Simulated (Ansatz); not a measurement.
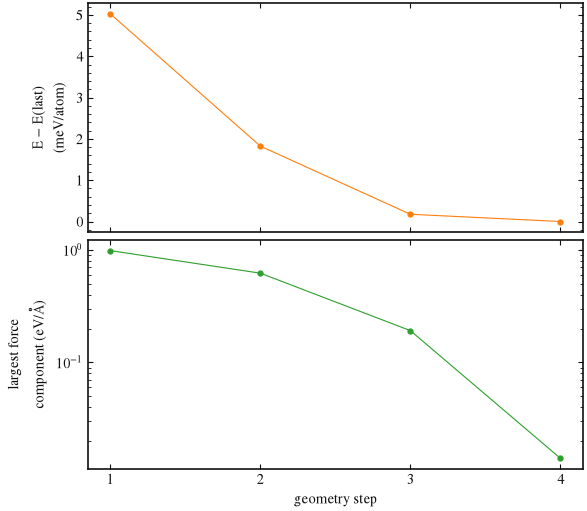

History of a geometry optimisation. The run: WC (slab, 6 atoms in the cell), by DFT PBEsol, scalar-relativistic, plane waves, PAW in Ansatz; cutoff 420 eV, 12×12×1 k-mesh, Gaussian smearing of 0.1 eV. Only the atoms move.

The optimisation met its thresholds at geometry 4, counting the start as the first. The energy fell by about 5 meV/atom from the first step to the last. The largest force component goes from about 0.99 eV/Å at the start to 0.014 eV/Å at the end.
